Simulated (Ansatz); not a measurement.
## PbTe: geometry relaxation

- system: PbTe (Fm-3m, 2 atoms in the cell)
- method: DFT PBE, scalar-relativistic, plane waves, PAW, no spin polarisation (Ansatz 0.2.0)

The structure derives from a Materials Project entry. Figures and captions count atoms from 1; the log counts them from 0 in places.

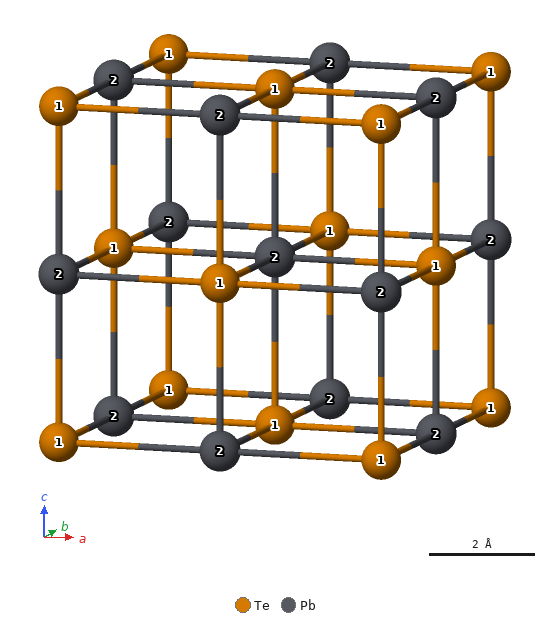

*The starting structure (ball-and-stick view of the cell 4 times as large as that of the calculation, set on its symmetry axes, seen slightly off an axis; atoms are numbered from 1 in the order of the input). An atom can appear more than once, as a periodic image.*

Near neighbours in the periodic cell (some may lie outside the picture): Te has 6 Pb at 3.27 Å; Pb has 6 Te at 3.27 Å.

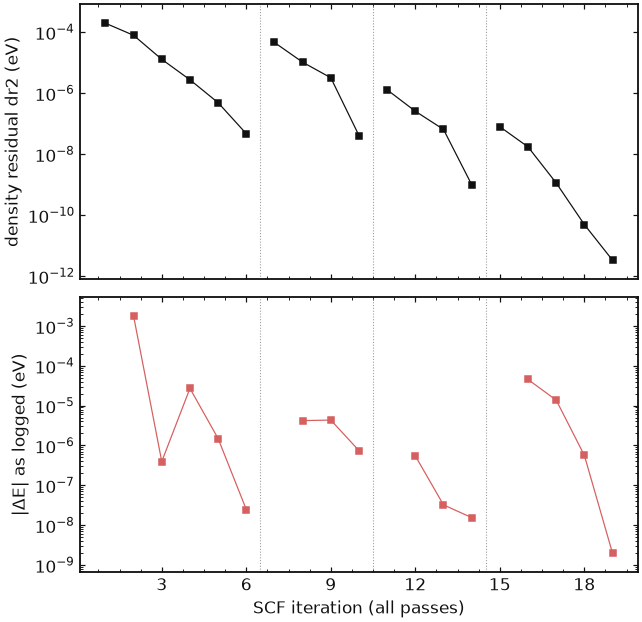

*Convergence of the self-consistent field: density residual dr2 and size of the energy change against the SCF iteration. The dotted lines part the SCF passes of the relaxation: geometry steps, rejected trials and re-solves on a re-selected basis.*

The passes take 6, 4, 4 and 5 iterations.

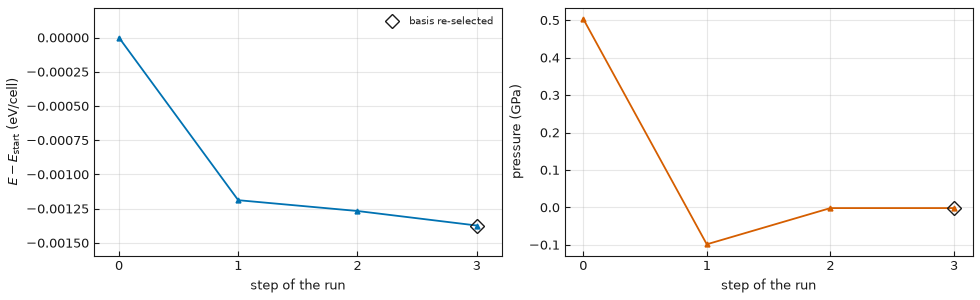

*Progress of the relaxation, step by step (the first geometry is step 0 here and step 1 in the log).*

No atom moves by more than 0.005 Å relative to the cell. Cell: a = b = c 6.542 → 6.570 Å (+0.4 %). Volume +1.3 %. Among the contacts that change: Te1–Pb2 3.271 → 3.285 Å. The space group stays Fm-3m (No. 225). After 2 geometry steps the energy has fallen by 1.3 meV per cell of the calculation. All forces vanish by symmetry, so only the cell relaxes. Pressure: 0.50 GPa at the start and 0.00 GPa at the end. A last SCF at the same geometry on a re-selected plane-wave basis shifts the energy by −0.1 meV per cell of the calculation. (Atoms are counted from 1 in the order of the input.)

The input and output of the run follow.

The input:
```yaml
crystal:
  lattice:
    - [0.0, 3.2708968051, 3.2708968051]
    - [3.2708968051, 0.0, 3.2708968051]
    - [3.2708968051, 3.2708968051, 0.0]
  atoms:
    - { symbol: Te, position: [0.0, 0.0, 0.0] }
    - { symbol: Pb, position: [0.5, 0.5, 0.5] }
basis:
  ecutwfc: 420
kpoints:
  mp_grid: { grid: [6, 6, 6] }
hamiltonian:
  xc: pbe
scf:
  occupations: { method: gaussian, width: 0.02 }
output:
  forces: true
  stress: true
  eigenvalues: true
relax:
  adjacent_minimum: "off"
  f_tol: 0.005
  max_steps: 80
  cell: { stress_tol: 0.05 }
```

Launch command:
```bash
ansatz run input.yaml --threads 8 --pin off --max-ram 16384MiB --backend cpu --events-out ev --progress --plain --runs-dir out
```

The program's output:
```
Engine: ansatz 0.2.0, aarch64-unknown-linux-gnu
Pseudopotentials: kind: paw
Pseudopotential: Te, paw, valence charge 16, recommended cutoff 420 eV (normal), Te.paw.azcp
Pseudopotential: Pb, paw, valence charge 14, recommended cutoff 420 eV (normal), Pb.paw.azcp
Functional definition: PBE
  parameter kappa = 0.804
  parameter beta = 0.06672455060314922
  exchange = pbe_x(kappa = kappa, mu = beta*pi^2/3)
  correlation = pbe_c(beta = beta)
Crystal: 2 atoms, lattice volume = 69.989 Å³
Basis set: ecut = 420 eV, 1363 PW (Γ), exchange–correlation on 64×64×64 points (8 copies of the dense FFT grid, shifted against one another)
Bands: 19, of which v1, the nominal top of the filled ones, is band 15 counted from 1 (14 counted from 0)
Symmetry: 48 space group operations
Space group: Fm-3m (ITA 225), of the structure as read, at distance tolerance 4.1e-5 Å
k-points: 16 of 216
Non-local potential: Te, projectors of the file, l = 0: 2, l = 1: 2, l = 2: 2, l = 3: 2
Non-local potential: Pb, projectors of the file, l = 0: 2, l = 1: 2, l = 2: 2, l = 3: 2
PAW form: soft (Blöchl's): semilocal exchange-correlation on the pseudo side does not see the compensation charge
PAW one-centre angular grid: Te, 590 points (default); XC on 64 Gauss nodes
PAW one-centre angular grid: Pb, 590 points (default); XC on 64 Gauss nodes
Initial density: superposition of atomic densities (neutral atoms: chi_scale 0, normalization atom), corrected by the library's trained network
Initial wavefunctions: pseudopotential atomic-orbital guess
Functional: x = pbe(κ = 0.804, μ = 0.2195149727645171), c = pbe(β = 0.06672455060314922)
SCF iter   1: F=—  HF=-18887.187386 eV  |F-HF|=—  |Δ(HF+E_count)|=         —  Δρ=4.98e-4  dr2=1.96e-4  ethr=1.77e-3  ⟨swp⟩=6.9  Hψ=1594  notcnv=0
preconditioner: auto → none  [insulator: Δε(μ)=0.802 eV  Ē_g=14.627 eV  σ=0.020 eV  W_gap=1.00  n_scr=14 (ndim 8)  ℏωp=19.8 eV  f_vac=0.017  D(μ)=0.00/eV (n_scr^D=0)  ε∞_Penn≈2.8]
SCF iter   2: F=—  HF=-18887.185616 eV  |F-HF|=—  |Δ(HF+E_count)|=   1.77e-3  Δρ=3.50e-4  dr2=7.85e-5  ethr=6.53e-7  ⟨swp⟩=3.2  Hψ=857  notcnv=0
SCF iter   3: F=—  HF=-18887.185616 eV  |F-HF|=—  |Δ(HF+E_count)|=   3.95e-7  Δρ=1.64e-4  dr2=1.28e-5  ethr=2.62e-7  ⟨swp⟩=2.0  Hψ=437  notcnv=0
SCF iter   4: F=—  HF=-18887.185643 eV  |F-HF|=—  |Δ(HF+E_count)|=   2.72e-5  Δρ=5.91e-5  dr2=2.73e-6  ethr=4.26e-8  ⟨swp⟩=2.0  Hψ=544  notcnv=0
SCF iter   5: F=—  HF=-18887.185641 eV  |F-HF|=—  |Δ(HF+E_count)|=   1.49e-6  Δρ=2.39e-5  dr2=4.84e-7  ethr=9.09e-9  ⟨swp⟩=2.0  Hψ=544  notcnv=0
SCF iter   6: F=-18887.185641 eV  HF=-18887.185641 eV  |F-HF|=5.67e-8  |Δ(HF+E_count)|=   2.46e-8  Δρ=7.58e-6  dr2=4.65e-8  ethr=3.33e-10  ⟨swp⟩=4.2  Hψ=1444  notcnv=0
SCF 1 converged in 6 iterations: F = -18887.185641 eV  dr2 = 4.65e-8
  greatest PAW one-centre occupation: 0.998 electrons in one spin orbital (limit 2), on the Te atom at site 0 (counted from 0), in its partial waves of l = 2
relax step   1: F+E_penalty+E_count = -18887.18564121 eV  Δ(F+E_penalty+E_count) = +0.000e0 eV  max|allowed force component| = 1.057e-28 eV/Å  Δτ_max = 0.0000 Å  P = +0.504 GPa  Ω = 69.989 Å³  (6 SCF iters, dr2 threshold 1.00e-7 eV, accepted)
Crystal: 2 atoms, lattice volume = 71.062 Å³
Basis set: ecut = 420 eV, 1411 PW (Γ), exchange–correlation on 64×64×64 points (8 copies of the dense FFT grid, shifted against one another)
Initial density: handed on by an earlier stage of this run
Initial wavefunctions: those handed on with the density
iter 1 solved again at ethr=2.83e-7 eV; its pass at ethr=3.10e-3 eV (dr2=8.49e-5 eV) is discarded
SCF iter   1: F=—  HF=-18887.186821 eV  |F-HF|=—  |Δ(HF+E_count)|=         —  Δρ=2.15e-4  dr2=4.57e-5  ethr=2.83e-7  ⟨swp⟩=3.1  Hψ=2073  notcnv=0
preconditioner: auto → none  [insulator: Δε(μ)=0.834 eV  Ē_g=14.581 eV  σ=0.020 eV  W_gap=1.00  n_scr=14 (ndim 8)  ℏωp=19.7 eV  f_vac=0.021  D(μ)=0.00/eV (n_scr^D=0)  ε∞_Penn≈2.8]
SCF iter   2: F=—  HF=-18887.186825 eV  |F-HF|=—  |Δ(HF+E_count)|=   4.21e-6  Δρ=1.03e-4  dr2=1.03e-5  ethr=1.52e-7  ⟨swp⟩=1.8  Hψ=321  notcnv=0
SCF iter   3: F=—  HF=-18887.186830 eV  |F-HF|=—  |Δ(HF+E_count)|=   4.34e-6  Δρ=4.63e-5  dr2=3.18e-6  ethr=3.44e-8  ⟨swp⟩=3.0  Hψ=544  notcnv=0
SCF iter   4: F=-18887.186829 eV  HF=-18887.186829 eV  |F-HF|=2.01e-8  |Δ(HF+E_count)|=   7.43e-7  Δρ=9.45e-6  dr2=4.05e-8  ethr=6.67e-10  ⟨swp⟩=4.8  Hψ=1562  notcnv=0
SCF 2 converged in 4 iterations: F = -18887.186829 eV  dr2 = 4.05e-8
relax step   2: F+E_penalty+E_count = -18887.18682904 eV  Δ(F+E_penalty+E_count) = -1.188e-3 eV  max|allowed force component| = 2.356e-28 eV/Å  Δτ_max = 0.0000 Å  P = -0.099 GPa  Ω = 71.062 Å³  energy of the carried Pulay correction = -1.423e-4 eV  (4 SCF iters, dr2 threshold 2.00e-7 eV, accepted)
Crystal: 2 atoms, lattice volume = 70.884 Å³
iter 1 solved again at ethr=3.22e-8 eV; its pass at ethr=3.10e-3 eV (dr2=9.65e-6 eV) is discarded
SCF iter   1: F=—  HF=-18887.186907 eV  |F-HF|=—  |Δ(HF+E_count)|=         —  Δρ=3.57e-5  dr2=1.28e-6  ethr=3.22e-8  ⟨swp⟩=3.0  Hψ=1957  notcnv=0
preconditioner: auto → none  [insulator: Δε(μ)=0.828 eV  Ē_g=14.589 eV  σ=0.020 eV  W_gap=1.00  n_scr=14 (ndim 8)  ℏωp=19.7 eV  f_vac=0.019  D(μ)=0.00/eV (n_scr^D=0)  ε∞_Penn≈2.8]
SCF iter   2: F=—  HF=-18887.186908 eV  |F-HF|=—  |Δ(HF+E_count)|=   5.46e-7  Δρ=1.66e-5  dr2=2.54e-7  ethr=4.27e-9  ⟨swp⟩=1.9  Hψ=335  notcnv=0
SCF iter   3: F=—  HF=-18887.186908 eV  |F-HF|=—  |Δ(HF+E_count)|=   3.22e-8  Δρ=6.49e-6  dr2=6.43e-8  ethr=8.47e-10  ⟨swp⟩=2.8  Hψ=521  notcnv=0
SCF iter   4: F=-18887.186908 eV  HF=-18887.186908 eV  |F-HF|=3.86e-10  |Δ(HF+E_count)|=   1.54e-8  Δρ=1.37e-6  dr2=9.94e-10  ethr=8.10e-11  ⟨swp⟩=5.9  Hψ=1238  notcnv=0
SCF 3 converged in 4 iterations: F = -18887.186908 eV  dr2 = 9.94e-10
relax step   3: F+E_penalty+E_count = -18887.18690802 eV  Δ(F+E_penalty+E_count) = -7.898e-5 eV  max|allowed force component| = 3.777e-29 eV/Å  Δτ_max = 0.0000 Å  P = -0.002 GPa  Ω = 70.884 Å³  energy of the carried Pulay correction = -1.190e-4 eV  (4 SCF iters, dr2 threshold 2.43e-8 eV, accepted)
Initial wavefunctions: pseudopotential atomic-orbital guess (no wavefunctions were taken with the density)
iter 1 solved again at ethr=2.03e-7 eV; its pass at ethr=3.10e-3 eV (dr2=6.08e-5 eV) is discarded
SCF iter   1: F=—  HF=-18887.186954 eV  |F-HF|=—  |Δ(HF+E_count)|=         —  Δρ=6.20e-5  dr2=7.88e-8  ethr=2.03e-7  ⟨swp⟩=3.7  Hψ=2444  notcnv=0
SCF iter   2: F=—  HF=-18887.187000 eV  |F-HF|=—  |Δ(HF+E_count)|=   4.54e-5  Δρ=3.09e-5  dr2=1.72e-8  ethr=2.63e-10  ⟨swp⟩=2.9  Hψ=579  notcnv=0
SCF iter   3: F=—  HF=-18887.187014 eV  |F-HF|=—  |Δ(HF+E_count)|=   1.38e-5  Δρ=6.20e-6  dr2=1.13e-9  ethr=5.73e-11  ⟨swp⟩=2.4  Hψ=416  notcnv=0
SCF iter   4: F=—  HF=-18887.187014 eV  |F-HF|=—  |Δ(HF+E_count)|=   5.65e-7  Δρ=3.98e-7  dr2=4.87e-11  ethr=3.77e-12  ⟨swp⟩=2.0  Hψ=457  notcnv=0
SCF iter   5: F=-18887.187014 eV  HF=-18887.187014 eV  |F-HF|=1.09e-11  |Δ(HF+E_count)|=   1.97e-9  Δρ=5.10e-8  dr2=3.30e-12  ethr=1.00e-12  ⟨swp⟩=7.4  Hψ=1578  notcnv=0
SCF 4 converged in 5 iterations: F = -18887.187014 eV  dr2 = 3.30e-12
relax step   4: F+E_penalty+E_count = -18887.18701407 eV  Δ(F+E_penalty+E_count) = -1.061e-4 eV  max|allowed force component| = 2.541e-29 eV/Å  Δτ_max = 0.0000 Å  P = -0.002 GPa  Ω = 70.884 Å³  stress off target by 1.79e-3 GPa  SCF on the basis re-selected at this cell (its energy is not comparable with the rows above)  (5 SCF iters)
basis re-selected at this cell: Δ(F+E_penalty+E_count) = -1.061e-4 eV, ΔP = +0.000 GPa vs the last step (what re-selecting the basis moved, of the pressure what is left beyond the Pulay correction that the steps carried, after the strain that the cell walked since its last selection, with what the two solves' SCF thresholds leave and, on support functions, any second-order correction that the steps lacked; it is no measure of the basis error at this ecutwfc). This SCF's stress stands 1.79e-3 GPa from its target on what of the cell is left free (relax.cell.stress_tol is 5.00e-2 GPa) and its largest allowed force component is 2.54e-29 eV/Å (relax.f_tol is 5.00e-3 eV/Å): within both
SCF converged after 5 iterations
Free energy (F): -18887.187014 eV
Harris-Foulkes:  -18887.187014 eV  (|F-HF|=1.09e-11)
Internal energy: -18887.187014 eV  (E = F + TS)
E sigma→0 (E₀):  -18887.187014 eV
Fermi energy:    8.339722 eV
--- Per-component energies (eV) ---
  E_band       = -335.024081
  E_kinetic    = 467.027682
  E_local      = -2459.355414  (includes V_loc(G=0)·N_el)
  E_nonlocal   = 39.733003
  E_hartree    = 1283.003396
  E_xc         = -344.955813
  E_vxc        = -236.278806  (∫ρ·V_xc dr)
  E_paw        = -15066.428636  (= ΣΔE_a)
  E_vpaw       = -712.157152  (= ΣTr[D̂ρ^β])
  E_aug_tail   = -0.000160  (compensation charges beyond the density's cutoff)
  E_ewald      = -2806.211073
  E_smearing   = -0.000000  (= −TS)
  E_closure    = 0.000000  (closes the sum)
  Σ components = -18887.187014   (vs F -18887.187014, Δ=0.00e0)
--- Forces (eV/Å), atoms counted from 1 ---
  atom   1  Te    -0.00000000     0.00000000    -0.00000000
  atom   2  Pb     0.00000000     0.00000000     0.00000000
  max |Σ_I F_I| component: 5.02e-29 eV/Å
--- Stress (GPa, compression-positive) ---
       -0.001790      -0.000000      -0.000000
       -0.000000      -0.001790      -0.000000
       -0.000000      -0.000000      -0.001790
  P = ⅓ Tr σ = -0.0018 GPa (-0.018 kbar)
--- Band table (eV; the first three rows and the last of 16) ---
  k-point 0: bands = ["-28.0480", "-28.0480", "-28.0437", "-28.0437", "-28.0437", "-8.7272", "-8.7272", "-8.7222", "-8.7222", "-8.7222", "-3.6926", "2.2188", "6.7648", "6.7648", "6.7648", "11.9483", "11.9483", "11.9483", "13.8581"]
  k-point 1: bands = ["-28.0480", "-28.0480", "-28.0436", "-28.0436", "-28.0436", "-8.7300", "-8.7300", "-8.7215", "-8.7189", "-8.7189", "-3.4731", "1.5981", "6.8320", "6.8320", "7.0793", "10.8262", "11.0814", "11.0814", "13.7150"]
  k-point 2: bands = ["-28.0479", "-28.0479", "-28.0435", "-28.0434", "-28.0434", "-8.7365", "-8.7365", "-8.7205", "-8.7117", "-8.7117", "-2.8805", "0.3636", "7.0311", "7.0311", "7.5852", "9.4391", "9.8652", "9.8652", "14.5917"]
  k-point 15: bands = ["-28.0481", "-28.0478", "-28.0436", "-28.0432", "-28.0430", "-8.7652", "-8.7254", "-8.7231", "-8.7088", "-8.7013", "-2.0844", "0.2655", "4.1277", "4.8993", "6.8222", "10.7027", "12.3748", "13.7524", "13.8076"]
--- Relaxed structure (3 steps of the walk, 3 accepted, 1 SCFs on fresh bases) ---
  F+E_penalty+E_count = -18887.18701407 eV   max|allowed force component| = 2.541e-29 eV/Å   (the final SCF, on the basis selected at the relaxed cell)
  cell:  # Å, volume = 70.8840 Å³
    - [-6.369215041119487e-35, 3.2847785080754996, 3.2847785080754996]
    - [3.2847785080754996, 1.1464587074015075e-34, 3.2847785080754996]
    - [3.2847785080754996, 3.2847785080754996, 2.5476860164477963e-35]
  atoms:
    - { symbol: Te, position: [-3.143375614258614e-36, 2.6067017287946373e-36, 1.3800185618515282e-36] }
    - { symbol: Pb, position: [0.5, 0.5, 0.5] }
```

Trajectory as extended XYZ (Å, eV, eV/Å), 4 frames, from step=1 to step=4:
```
2
Lattice="0.0000 3.2709 3.2709 3.2709 0.0000 3.2709 3.2709 3.2709 0.0000" Properties=species:S:1:pos:R:3:forces:R:3 step=1 energy=-18887.18564 pressure_GPa=0.50
Te    0.0000    0.0000    0.0000    0.0000   0.0000   0.0000
Pb    3.2709    3.2709    3.2709    0.0000   0.0000   0.0000
2
Lattice="0.0000 3.2875 3.2875 3.2875 0.0000 3.2875 3.2875 3.2875 0.0000" Properties=species:S:1:pos:R:3:forces:R:3 step=2 energy=-18887.18683 pressure_GPa=-0.10
Te    0.0000    0.0000    0.0000    0.0000   0.0000   0.0000
Pb    3.2875    3.2875    3.2875    0.0000   0.0000   0.0000
2
Lattice="0.0000 3.2848 3.2848 3.2848 0.0000 3.2848 3.2848 3.2848 0.0000" Properties=species:S:1:pos:R:3:forces:R:3 step=3 energy=-18887.18691 pressure_GPa=-0.00
Te    0.0000    0.0000    0.0000    0.0000   0.0000   0.0000
Pb    3.2848    3.2848    3.2848    0.0000   0.0000   0.0000
2
Lattice="0.0000 3.2848 3.2848 3.2848 0.0000 3.2848 3.2848 3.2848 0.0000" Properties=species:S:1:pos:R:3:forces:R:3 step=4 energy=-18887.18701 pressure_GPa=-0.00
Te    0.0000    0.0000    0.0000    0.0000   0.0000   0.0000
Pb    3.2848    3.2848    3.2848    0.0000   0.0000   0.0000
```

Key numbers:

| quantity | value |
| --- | --- |
| outcome | converged |
| space group (tolerance 0.01 Å) | Fm-3m (225) |
| electrons treated | 30 |
| free energy | −18887.1870 eV |
| Fermi energy | 8.340 eV |
| gap on the k-point mesh | 0.83 eV |
| pressure | 0.00 GPa |
| final volume | 70.88 Å³ |
| largest force (length of the vector) at the end | under 0.001 eV/Å |
| final cell | a = 4.645 Å, b = 4.645 Å, c = 4.645 Å, α = 60.00°, β = 60.00°, γ = 60.00° |
| hardware | 8 threads of Arm Neoverse V2, 24 GiB of memory available, shared host |
| wall time | 1.3 s (CPU time 6.9 s) |
| peak memory | 0.41 GiB |

Remarks:

Spin–orbit coupling is left out, which matters for Pb.
